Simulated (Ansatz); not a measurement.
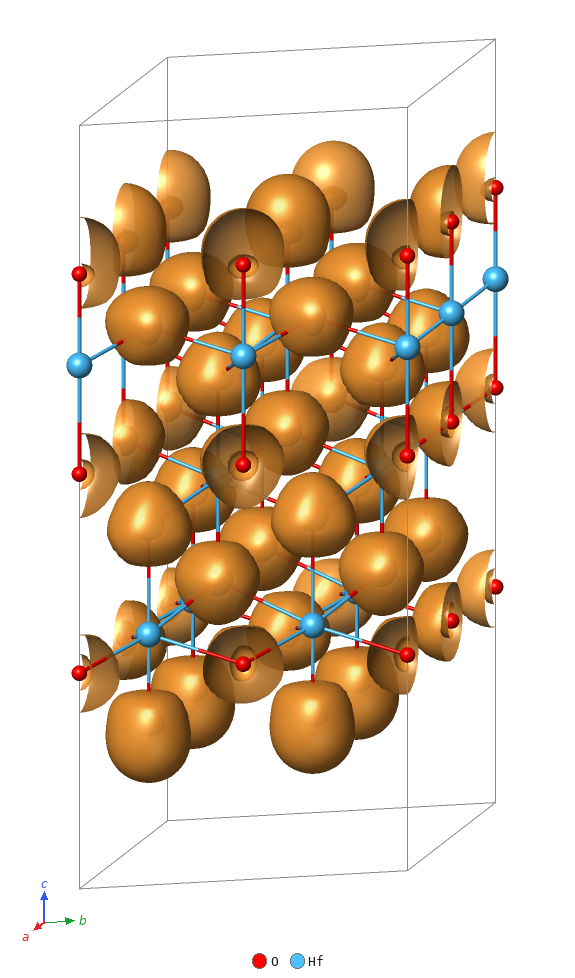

Figure. Hf3O8 (slab). Isosurface of the electron localisation function at 0.65 (orange), seen slightly off an axis. Core shells and regions of very low density are left out. Sticks mark near contacts.

Theory: DFT r2SCAN, scalar-relativistic, plane waves, PAW (Ansatz 0.2.0).

Core electrons are frozen (PAW), and the valence fields are smoothed inside the atomic spheres.

The calculation's input:

```
crystal:
  lattice:
    - [3.576773768, 0.0, 0.0]
    - [-1.788386884, 3.0975769467, 0.0]
    - [0.0, 0.0, 25.2214824332]
  atoms:
    - { symbol: O, position: [0.6666666667, 0.3333333333, 0.2973655502] }
    - { symbol: O, position: [0.0, 0.0, 0.3552611073] }
    - { symbol: Hf, position: [0.6666666667, 0.3333333333, 0.3842088858] }
    - { symbol: O, position: [0.3333333333, 0.6666666667, 0.4131566644] }
    - { symbol: O, position: [0.6666666667, 0.3333333333, 0.4710522215] }
    - { symbol: Hf, position: [0.3333333333, 0.6666666667, 0.5] }
    - { symbol: O, position: [0.0, 0.0, 0.5289477785] }
    - { symbol: O, position: [0.3333333333, 0.6666666667, 0.5868433356] }
    - { symbol: Hf, position: [0.0, 0.0, 0.6157911142] }
    - { symbol: O, position: [0.6666666667, 0.3333333333, 0.6447388927] }
    - { symbol: O, position: [0.0, 0.0, 0.7026344498] }
basis:
  ecutwfc: 500
kpoints:
  mp_grid: { grid: [9, 9, 1] }
hamiltonian:
  xc: r2scan
scf:
  occupations: { method: gaussian, width: 0.05 }
output:
  forces: true
  eigenvalues: true
  write_density: true
  write_potential: true
  elf: true
  volumetric_format: npy
relax:
  adjacent_minimum: "off"
  f_tol: 0.02
  max_steps: 60
efield:
  axis: 3
  dipole_correction: true
  ramp_width: 0.04
```

Command:

```sh
ansatz run input.yaml --threads 1 --pin off --max-ram 2560MiB --backend cpu --events-out ev --progress --plain --runs-dir out
```

The fields are those of the relaxed geometry.

### Identify the bonds, lone pairs and shells in this picture.

The ELF exceeds this value in eight regions wrapped around O (the valence shell of each), counted in one cell of 11 atoms. Counts are for one cell; the picture repeats the cell along the surface. Along the contacts the grid gives the following. Hf–O (1.97 Å): the ELF peaks at about 0.85 in the valence shell of O, 0.6 Å from its nucleus, and drops to about 0.25 between the two atoms: no shared electron pair shows on this line. Hf–O (2.13 Å): the ELF peaks at about 0.85 in the valence shell of O, 0.6 Å from its nucleus, and drops to about 0.15 between the two atoms (no localised pair shows between them).

### Does the calculation give a band gap?

It is metallic or semimetallic at this level of theory: no gap opens.
